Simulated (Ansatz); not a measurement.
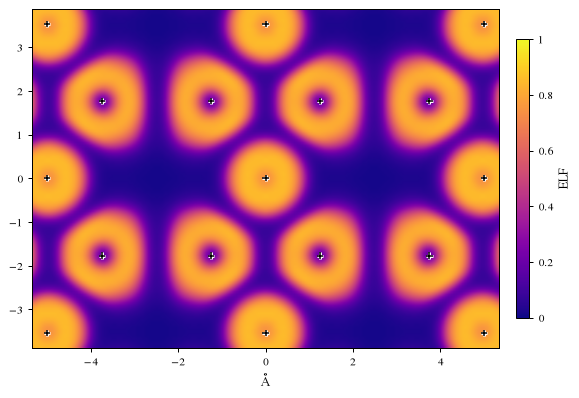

The ELF on a plane through atoms (crosses mark nuclei in the plane).

Level of theory: DFT LDA, scalar-relativistic, plane waves, PAW (Ansatz).

Candidates:
A. InSb, a = 6.45 Å, b = 6.45 Å, c = 6.45 Å, α = 90.00°, β = 90.00°, γ = 90.00°. Space group F-43m.
B. ZrS₂, a = 3.59 Å, b = 3.59 Å, c = 5.65 Å, α = 90.00°, β = 90.00°, γ = 120.00°. Space group P-3m1.
C. HfO₂, a = 5.00 Å, b = 5.00 Å, c = 5.00 Å, α = 90.00°, β = 90.00°, γ = 90.00°. Space group Fm-3m.

Which system is this?

Answer. Candidate C: HfO₂ on the (011) plane of the conventional cell, which holds Hf and O. Hf–O (2.17 Å): the ELF peaks at about 0.85 in the valence shell of O, 0.6 Å from its nucleus, and drops to about 0.15 between the two atoms: no localised pair shows between them.
